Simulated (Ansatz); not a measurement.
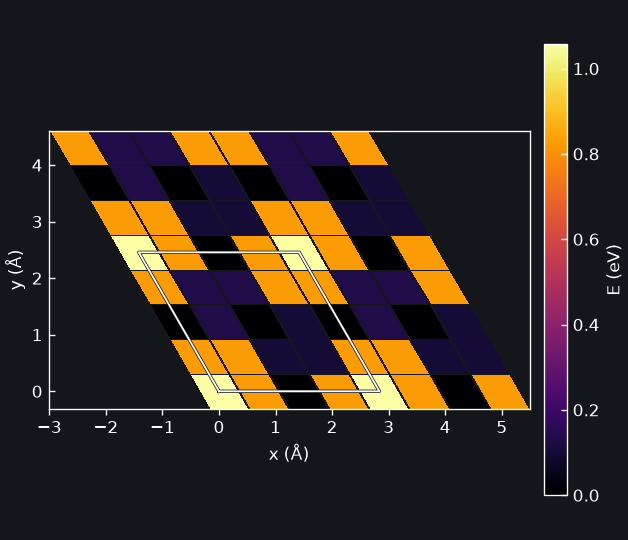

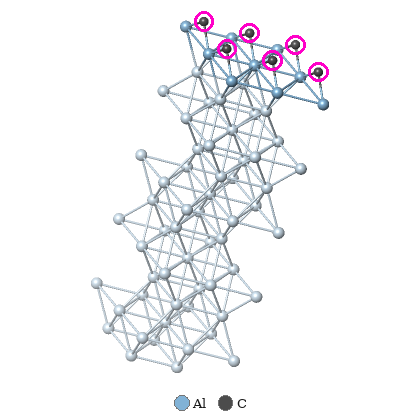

Energy landscape of C on an Al(001) slab cut from the P6_3/mmc phase (10 atoms of substrate and one adsorbate in a 1 × 1 cell). 
- One C atom a 1 × 1 cell is placed over a mesh of places on the rigid (0 0 1) surface, and only its height is relaxed.
- Places are given modulo a cell vector. The map is drawn in real space over the plane of the surface.
- The scan uses a 4 × 4 grid.
- Energies are in eV, from the lowest grid point.
- This mesh misses the points at thirds of the hexagonal cell. With one adsorbate in each 1 × 1 cell, its nearest image is 2.8 Å away, so neighbouring adsorbates interact.
- These are results of DFT PBEsol, scalar-relativistic, plane waves, PAW (Ansatz 0.2.0), not measurements.

The picture shows one coloured cell a grid point, the outline of one cell of the 2 × 2 shown. The second picture is the structure at the lowest point; rings mark the moved atoms.

**Describe this landscape.**

The lowest grid point is at a bridge site between two Al atoms, (0/4, 2/4) of the cell vectors. The same energy is found at a bridge site between two Al atoms, (2/4, 0/4) of the cell vectors; a bridge site between two Al atoms, (2/4, 2/4) of the cell vectors. The highest grid point, the top site over a surface Al atom, (0/4, 0/4) of the cell vectors, lies 1.06 eV above the lowest. At the lowest point the adsorbate has 2 Al at 1.96 Å as nearest neighbours, at the highest 1 Al at 1.99 Å. Its relaxed height above the top atom is 1.36 Å at the lowest and 1.99 Å at the highest point.

The values on the grid:

```tsv
place along a₂ ↓, place along a₁ →	0/4	1/4	2/4	3/4
3/4	0.82	0.13	0.13	0.82
2/4	0.00	0.13	0.00	0.10
1/4	0.82	0.82	0.10	0.10
0/4	1.06	0.82	0.00	0.82
```
